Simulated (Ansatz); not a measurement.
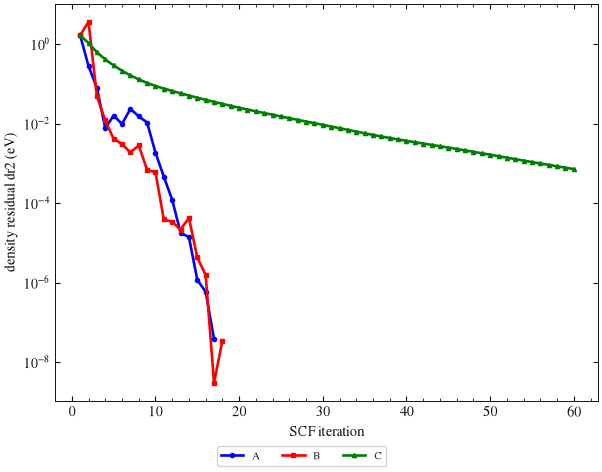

Several SCF runs on one cell, each with SCF settings of its own.
System: VN (Fm-3m, 2 atoms in the cell; far from its equilibrium volume).
Method: DFT, PBE+U, PAW, plane waves, scalar-relativistic (Ansatz); cutoff 420 eV, 9×9×9 k-mesh, Fermi–Dirac smearing of 0.02 eV, collinear spins, U = 5.9 eV on V d.
Iteration limit: 60.

A: Broyden, beta 0.3, preconditioner kerker
B: Broyden, beta 0.5, history 8, no preconditioner
C: linear mixing, beta 0.05, no preconditioner

How did each run end?

Answer. Run A converged in 17 iterations. Run B converged in 18 iterations. Run C stopped unconverged after 60 (slow but unfinished convergence).

The converged runs agree in energy within 1 meV per atom.
